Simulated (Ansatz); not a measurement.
The Ansatz input:

```
crystal:
  lattice:
    - [0.0, 2.1085153661, 2.1085153661]
    - [2.1085153661, 0.0, 2.1085153661]
    - [2.1085153661, 2.1085153661, 0.0]
  atoms:
    - { symbol: Ga, position: [0.5, 0.5, 0.5] }
    - { symbol: "N", position: [0.0, 0.0, 0.0] }
kpoints:
  mp_grid: { grid: [8, 8, 8] }
  band_path:
    path:
      - [0.0, 0.0, 0.0]
      - [0.5, 0.0, 0.5]
      - [0.625, 0.25, 0.625]
      - [0.375, 0.375, 0.75]
      - [0.5, 0.5, 0.5]
      - [0.5, 0.25, 0.75]
      - [0.0, 0.174479, -0.177083]
      - [0.0, 0.5, 0.5]
    npoints: 1
hamiltonian:
  xc: r2scan0
scf:
  occupations: { method: fixed }
  n_extra_bands: 4
output:
  forces: true
  stress: true
  eigenvalues: true
```

Command:
```bash
ansatz run input.yaml --threads 2 --pin off --max-ram 2211MiB --backend cpu --events-out ev --progress --plain --runs-dir out
```

What does the calculation give for the electronic structure?

There is a gap; over the k points computed it is 3.02 eV (indirect; the smallest direct gap is 5.23 eV). The upper group of valence states starts about 9.0 eV under the valence-band top (which lies at −1.5 eV on this axis), with a gap beneath it; it holds about 6 electrons a cell.

The cell is at −6 GPa in this functional.

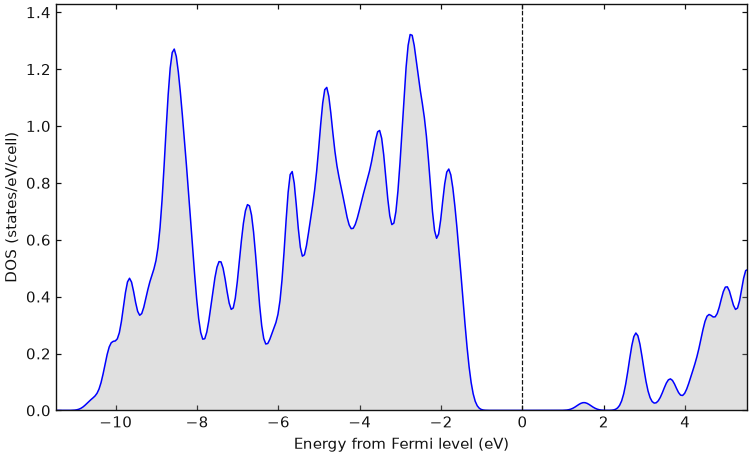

Density of states. Energies are counted from the Fermi level, put mid-gap where there is a gap. The curve is built from the levels of the k mesh with Gaussians 0.4 eV wide, which also blur the band edges.
